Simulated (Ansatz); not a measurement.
## Electronic structure of Al (slab) in real space

Input

```
crystal:
  lattice:
    - [5.714302768, 0.0, 0.0]
    - [0.0, 5.714302768, 0.0]
    - [0.0, 0.0, 23.0609333555]
  atoms:
    - { symbol: Al, position: [0.25, 0.25, 0.368588724] }
    - { symbol: Al, position: [0.25, 0.75, 0.368588724] }
    - { symbol: Al, position: [0.75, 0.25, 0.368588724] }
    - { symbol: Al, position: [0.75, 0.75, 0.368588724] }
    - { symbol: Al, position: [0.5, 0.5, 0.4561962413] }
    - { symbol: Al, position: [0.5, 0.0, 0.4561962413] }
    - { symbol: Al, position: [0.0, 0.5, 0.4561962413] }
    - { symbol: Al, position: [0.0, 0.0, 0.4561962413] }
    - { symbol: Al, position: [0.75, 0.75, 0.5438037587] }
    - { symbol: Al, position: [0.75, 0.25, 0.5438037587] }
    - { symbol: Al, position: [0.25, 0.75, 0.5438037587] }
    - { symbol: Al, position: [0.25, 0.25, 0.5438037587] }
    - { symbol: Al, position: [0.0, 0.0, 0.631411276] }
    - { symbol: Al, position: [0.0, 0.5, 0.631411276] }
    - { symbol: Al, position: [0.5, 0.0, 0.631411276] }
    - { symbol: Al, position: [0.5, 0.5, 0.631411276] }
basis:
  ecutwfc: 420
kpoints:
  mp_grid: { grid: [5, 5, 1] }
hamiltonian:
  xc: pbe
scf:
  occupations: { method: gaussian, width: 0.1 }
output:
  forces: true
  eigenvalues: true
  write_density: true
  write_potential: true
  elf: true
  volumetric_format: npy
relax:
  adjacent_minimum: "off"
  f_tol: 0.03
  max_steps: 70
  constraints: [{ sites: [0, 1, 2, 3, 4, 5, 6, 7] }]
efield:
  axis: 3
  dipole_correction: true
  ramp_width: 0.04
```

Launched as:

```sh
ansatz run input.yaml --threads 4 --pin off --max-ram 10240MiB --backend cpu --events-out ev --progress --plain --runs-dir out
```

The fields are those of the run's last geometry, not of the input's.

Method: DFT PBE, scalar-relativistic, plane waves, PAW (Ansatz 0.2.0).

In a PAW calculation such maps are meaningful between the atoms, not at the nuclei.

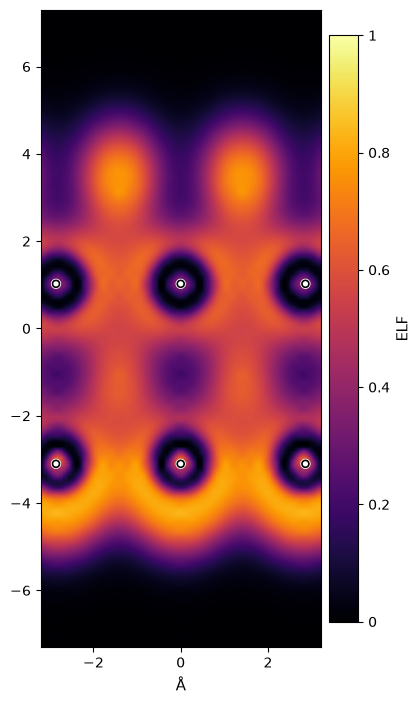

Figure 1. Electron localisation function on the (100) plane of the calculation cell, a cut from vacuum to vacuum. Circles mark the nuclei in the plane (Al).

What do the fields say about this system?

The section cuts through Al sites. Al–Al (2.86 Å): the ELF peaks at about 0.80 between the atoms.

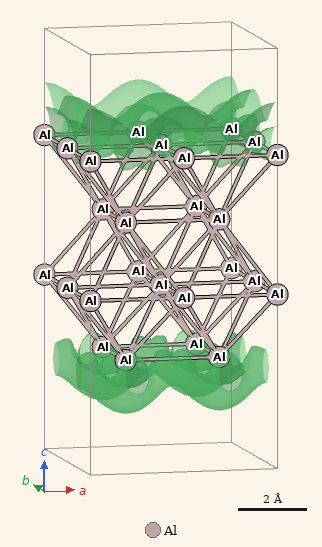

Figure 2. Isosurface of the electron localisation function at 0.7 (green), seen slightly off an axis. Only the valence region is drawn (cores and ρ < 0.01 e/Å³ removed). Sticks mark near contacts.

What do the ELF domains correspond to?

At this value the surface marks out sheets that run through the cell in two directions, counted in one cell of 16 atoms. Counts are for one cell; the picture repeats the cell along the surface. There are no localised bonds or lone pairs at this value.


 Al–Al (2.90 Å): the ELF peaks at about 0.65 between the atoms.

Metal or insulator at this level of theory?

It is metallic or semimetallic at this level of theory: no gap opens.
